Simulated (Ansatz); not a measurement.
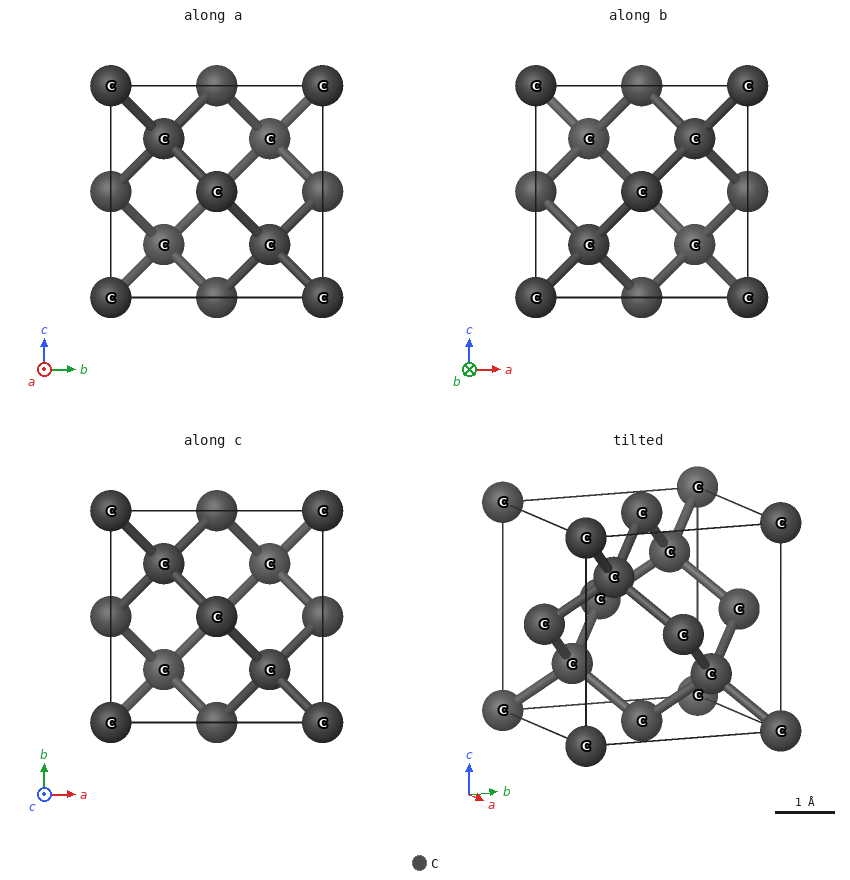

A ball-and-stick picture of a crystal structure, seen along the a axis, along the b axis, along the c axis and slightly off an axis. The lines enclose the conventional unit cell; boundary atoms appear with their images.

Lattice parameters: a = 3.6461 Å, b = 3.6461 Å, c = 3.6461 Å, α = 90.000°, β = 90.000°, γ = 90.000°.

Question: Write down what is shown as a CIF in P1 with every atom of the cell.

Answer:
```cif
data_structure
_symmetry_space_group_name_H-M 'P 1'
_symmetry_Int_Tables_number 1
_cell_length_a 3.6461
_cell_length_b 3.6461
_cell_length_c 3.6461
_cell_angle_alpha 90.000
_cell_angle_beta 90.000
_cell_angle_gamma 90.000
_cell_volume 48.47
loop_
_atom_site_label
_atom_site_type_symbol
_atom_site_fract_x
_atom_site_fract_y
_atom_site_fract_z
_atom_site_occupancy
C1 C 0.0000 0.5000 0.5000 1
C2 C 0.2500 0.2500 0.2500 1
C3 C 0.0000 0.0000 0.0000 1
C4 C 0.2500 0.7500 0.7500 1
C5 C 0.5000 0.5000 0.0000 1
C6 C 0.7500 0.2500 0.7500 1
C7 C 0.5000 0.0000 0.5000 1
C8 C 0.7500 0.7500 0.2500 1
```

The cell started as a structure type filled with this element by a generator (whether the element takes this form wasn't checked). Earlier steps of the study may have refined or changed the cell and positions. It went into a calculation with Ansatz.

At this level of theory the cell isn't at rest (stretched, at -30 GPa), so its distances can differ from those at equilibrium, the more so the softer the solid.
